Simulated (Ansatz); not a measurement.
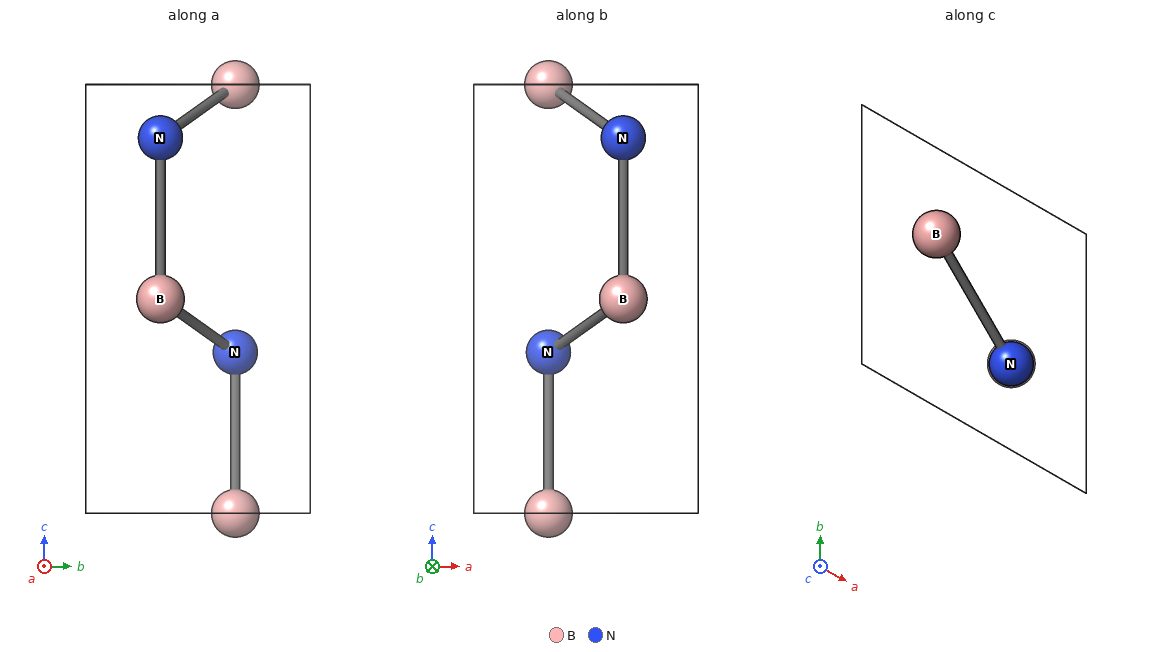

Drawn in the ball-and-stick manner and seen along the a axis, along the b axis and along the c axis. Atoms at the boundary of the conventional unit cell (the box) are drawn once for each face, edge or corner they touch.

Lattice parameters: a = 2.646 Å, b = 2.646 Å, c = 4.376 Å, α = 90.00°, β = 90.00°, γ = 120.00°. Put a along x and b in the xy plane.

Q: Write the structure as a POSCAR file.

A:
```
B N
1.0
     2.646    0.000    0.000
    -1.323    2.291    0.000
     0.000    0.000    4.376
B N
2 2
Direct
  0.3333 0.6667 0.9997
  0.6667 0.3333 0.4997
  0.3333 0.6667 0.3753
  0.6667 0.3333 0.8753
```

The initial geometry was a structure type filled with these elements by a generator (whether the compound takes this form wasn't checked). The cell was then strained or its atoms displaced on purpose. Ansatz was used for an electronic-structure calculation on it.

At this level of theory the cell isn't at rest (stretched, at -41 GPa), so its distances can differ from those at equilibrium, the more so the softer the solid.
